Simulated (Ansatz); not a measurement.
**Y: a changed input and its effect**

System: Y (2 atoms in the cell).
Method of run A: DFT PBE, scalar-relativistic, plane waves, PAW, no spin polarisation (Ansatz 0.2.0).

The structure derives from an entry of the Crystallography Open Database. Text and figures count atoms from 1; the logs count them from 0 in places.

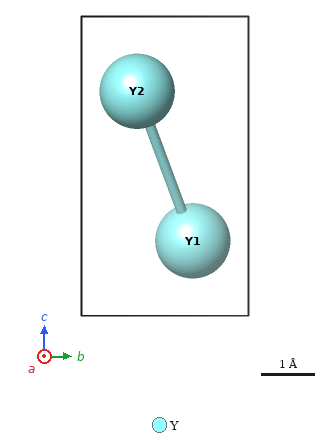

The structure (ball-and-stick view of the cell of the calculation, along the a axis; atoms are numbered from 1 in the order of the input). Near neighbours in the crystal (not all of them lie inside the picture): Y has 12 Y at 3.54 to 3.66 Å.

Input file, run A:
```yaml
crystal:
  lattice:
    - [3.6571046517, 0.0, 0.0]
    - [-1.8285523259, 3.1671455327, 0.0]
    - [0.0, 0.0, 5.674065978]
  atoms:
    - { symbol: "Y", position: [0.3333333333, 0.6666666667, 0.25] }
    - { symbol: "Y", position: [0.6666666667, 0.3333333333, 0.75] }
basis:
  ecutwfc: 420
kpoints:
  mp_grid: { grid: [12, 12, 6] }
hamiltonian:
  xc: pbe
scf:
  occupations: { method: gaussian, width: 0.1 }
output:
  forces: true
  stress: true
  eigenvalues: true
  write_density: true
  write_potential: true
  elf: true
  volumetric_format: npy
```

Command:
```bash
ansatz run input.yaml --threads 1 --pin off --max-ram 2560MiB --backend cpu --events-out ev --progress --plain --runs-dir out
```

Hardware: 1 thread of Arm Neoverse V1, 24 GiB of memory available, shared host.

Output, shortened to warnings, some set-up lines, iterations and results (run A):
```
Basis set: ecut = 420 eV, 1267 PW (Γ), exchange–correlation on 50×50×80 points (8 copies of the dense FFT grid, shifted against one another)
Symmetry: 24 space group operations
k-points: 76 of 864
Initial density: superposition of atomic densities (neutral atoms: chi_scale 0, normalization atom), corrected by the library's trained network
[...]
SCF iter   1: F=—  HF=-7697.347443 eV  |F-HF|=—  |Δ(HF+E_count)|=         —  Δρ=1.68e-3  dr2=1.50e-3  ethr=1.77e-3  ⟨swp⟩=4.4  Hψ=4984  notcnv=0
SCF iter   2: F=—  HF=-7697.347884 eV  |F-HF|=—  |Δ(HF+E_count)|=   4.41e-4  Δρ=1.09e-3  dr2=6.12e-4  ethr=6.81e-6  ⟨swp⟩=2.1  Hψ=2467  notcnv=0
SCF iter   3: F=—  HF=-7697.348242 eV  |F-HF|=—  |Δ(HF+E_count)|=   3.58e-4  Δρ=2.42e-4  dr2=5.32e-5  ethr=2.78e-6  ⟨swp⟩=2.3  Hψ=1430  notcnv=0
SCF iter   4: F=—  HF=-7697.348224 eV  |F-HF|=—  |Δ(HF+E_count)|=   1.82e-5  Δρ=1.38e-4  dr2=8.73e-6  ethr=2.42e-7  ⟨swp⟩=2.4  Hψ=1618  notcnv=0
SCF iter   5: F=-7697.348224 eV  HF=-7697.348224 eV  |F-HF|=8.07e-10  |Δ(HF+E_count)|=   6.23e-8  Δρ=1.31e-5  dr2=6.96e-8  ethr=3.97e-8  ⟨swp⟩=2.1  Hψ=1840  notcnv=0
SCF iter   6: F=-7697.348224 eV  HF=-7697.348224 eV  |F-HF|=7.11e-9  |Δ(HF+E_count)|=   1.66e-8  Δρ=4.66e-6  dr2=1.11e-8  ethr=3.16e-10  ⟨swp⟩=5.6  Hψ=6381  notcnv=0
SCF 1 converged in 6 iterations: F = -7697.348224 eV  dr2 = 1.11e-8
SCF converged after 6 iterations
Free energy (F): -7697.348224 eV
Harris-Foulkes:  -7697.348224 eV  (|F-HF|=7.11e-9)
Internal energy: -7697.331230 eV  (E = F + TS)
E sigma→0 (E₀):  -7697.339727 eV
Entropy (-TS):   -0.016993 eV (-8.497 meV/atom)
Fermi energy:    9.331501 eV
--- Per-component energies (eV) ---
  E_band       = -243.915606
  E_kinetic    = 608.815589
  E_local      = -1229.305573  (includes V_loc(G=0)·N_el)
  E_nonlocal   = 100.238705
  E_hartree    = 389.890355
  E_xc         = -345.735415
  E_vxc        = -396.886406  (∫ρ·V_xc dr)
  E_paw        = -5650.717153  (= ΣΔE_a)
  E_vpaw       = -106.555183  (= ΣTr[D̂ρ^β])
  E_aug_tail   = 0.000007  (compensation charges beyond the density's cutoff)
  E_ewald      = -1570.517745
  E_smearing   = -0.016993  (= −TS)
  E_closure    = -0.000000  (closes the sum)
  Σ components = -7697.348224   (vs F -7697.348224, Δ=0.00e0)
--- Forces (eV/Å), atoms counted from 1 ---
  atom   1  Y      0.00000000    -0.00000000     0.00000000
  atom   2  Y     -0.00000000     0.00000000     0.00000000
  max |Σ_I F_I| component: 1.85e-17 eV/Å
--- Stress (GPa, compression-positive) ---
        0.005784      -0.000000       0.000000
        0.000000       0.005784       0.000000
        0.000000       0.000000      -0.056992
  P = ⅓ Tr σ = -0.0151 GPa (-0.151 kbar)
```

The input of run B differs as follows (lines with − go, lines with + come):
```diff
-    - [3.6571046517, 0.0, 0.0]
-    - [-1.8285523259, 3.1671455327, 0.0]
-    - [0.0, 0.0, 5.674065978]
+    - [3.6474, 0.0, 0.0]
+    - [-1.8237, 3.1587410578, 0.0]
+    - [0.0, 0.0, 5.7306]
-  mp_grid: { grid: [12, 12, 6] }
+  mp_grid: { grid: [6, 6, 4] }
-  write_density: true
-  write_potential: true
-  elf: true
-  volumetric_format: npy
```

How does run B compare with run A?

With the same functional and potentials, run B lies 5.3 meV per atom lower (other lines of the input change too). The volume per atom goes from 32.86 to 33.01 Å³. The number of SCF iterations is the same. The irreducible k-points go from 76 to 21.

Output, shortened to warnings, some set-up lines, iterations and results (run B):
```
Basis set: ecut = 420 eV, 1267 PW (Γ), exchange–correlation on 50×50×80 points (8 copies of the dense FFT grid, shifted against one another)
Symmetry: 24 space group operations
k-points: 21 of 144
Initial density: superposition of atomic densities (neutral atoms: chi_scale 0, normalization atom), corrected by the library's trained network
[...]
SCF iter   1: F=—  HF=-7697.358108 eV  |F-HF|=—  |Δ(HF+E_count)|=         —  Δρ=1.80e-3  dr2=1.92e-3  ethr=1.77e-3  ⟨swp⟩=4.5  Hψ=1383  notcnv=0
SCF iter   2: F=—  HF=-7697.358465 eV  |F-HF|=—  |Δ(HF+E_count)|=   3.57e-4  Δρ=1.19e-3  dr2=8.20e-4  ethr=8.74e-6  ⟨swp⟩=2.0  Hψ=668  notcnv=0
SCF iter   3: F=—  HF=-7697.358797 eV  |F-HF|=—  |Δ(HF+E_count)|=   3.32e-4  Δρ=2.49e-4  dr2=5.23e-5  ethr=3.73e-6  ⟨swp⟩=2.0  Hψ=383  notcnv=0
SCF iter   4: F=—  HF=-7697.358774 eV  |F-HF|=—  |Δ(HF+E_count)|=   2.31e-5  Δρ=1.43e-4  dr2=8.91e-6  ethr=2.38e-7  ⟨swp⟩=2.5  Hψ=471  notcnv=0
SCF iter   5: F=—  HF=-7697.358775 eV  |F-HF|=—  |Δ(HF+E_count)|=   7.96e-7  Δρ=1.91e-5  dr2=1.74e-7  ethr=4.05e-8  ⟨swp⟩=2.0  Hψ=517  notcnv=0
SCF iter   6: F=-7697.358775 eV  HF=-7697.358775 eV  |F-HF|=1.45e-8  |Δ(HF+E_count)|=   3.30e-8  Δρ=6.58e-6  dr2=2.26e-8  ethr=4.55e-10  ⟨swp⟩=5.2  Hψ=1271  notcnv=0
SCF 1 converged in 6 iterations: F = -7697.358775 eV  dr2 = 2.26e-8
SCF converged after 6 iterations
Free energy (F): -7697.358775 eV
Harris-Foulkes:  -7697.358775 eV  (|F-HF|=1.45e-8)
Internal energy: -7697.339048 eV  (E = F + TS)
E sigma→0 (E₀):  -7697.348911 eV
Entropy (-TS):   -0.019727 eV (-9.864 meV/atom)
Fermi energy:    9.326512 eV
--- Per-component energies (eV) ---
  E_band       = -245.281589
  E_kinetic    = 608.594119
  E_local      = -1232.081069  (includes V_loc(G=0)·N_el)
  E_nonlocal   = 100.191882
  E_hartree    = 390.671546
  E_xc         = -345.662467
  E_vxc        = -396.783762  (∫ρ·V_xc dr)
  E_paw        = -5650.703949  (= ΣΔE_a)
  E_vpaw       = -106.540887  (= ΣTr[D̂ρ^β])
  E_aug_tail   = 0.000007  (compensation charges beyond the density's cutoff)
  E_ewald      = -1568.349115
  E_smearing   = -0.019727  (= −TS)
  E_closure    = 0.000000  (closes the sum)
  Σ components = -7697.358775   (vs F -7697.358775, Δ=0.00e0)
--- Forces (eV/Å), atoms counted from 1 ---
  atom   1  Y      0.00000000    -0.00000000    -0.00000000
  atom   2  Y      0.00000000     0.00000000     0.00000000
  max |Σ_I F_I| component: 9.25e-18 eV/Å
--- Stress (GPa, compression-positive) ---
        0.283784       0.000000       0.000000
       -0.000000       0.283784      -0.000000
        0.000000      -0.000000      -0.785989
  P = ⅓ Tr σ = -0.0728 GPa (-0.728 kbar)
```

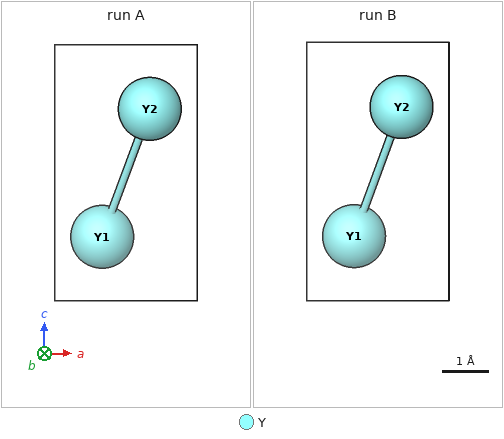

The two input geometries at one scale (ball-and-stick view of the cell of the calculation, along the b axis). The atoms keep their places relative to the cell (all moves are under 0.005 Å). The volume changes by +0.5 %, with a = b 3.657 → 3.647 Å (−0.3 %), c 5.674 → 5.731 Å (+1.0 %). Among the contacts that change: Y1–Y2 3.537 → 3.556 Å, Y1–Y1 3.657 → 3.647 Å.

The two runs side by side:

| quantity | run A | run B |
| --- | --- | --- |
| outcome | converged | converged |
| free energy per atom (eV) | −3848.6741 | −3848.6794 |
| energy per atom, smearing taken to zero (eV) | −3848.6699 | −3848.6745 |
| gap on the mesh (eV) | 0.00 | 0.00 |
| pressure (GPa) | −0.02 | −0.07 |
| volume per atom (Å³) | 32.86 | 33.01 |
| largest force (eV/Å) | 0.000 | 0.000 |
| SCF iterations | 6 | 6 |
| irreducible k-points | 76 | 21 |
| plane waves at Γ | 1267 | 1267 |
| wall time (shared host) | 4.4 s | 1.7 s |
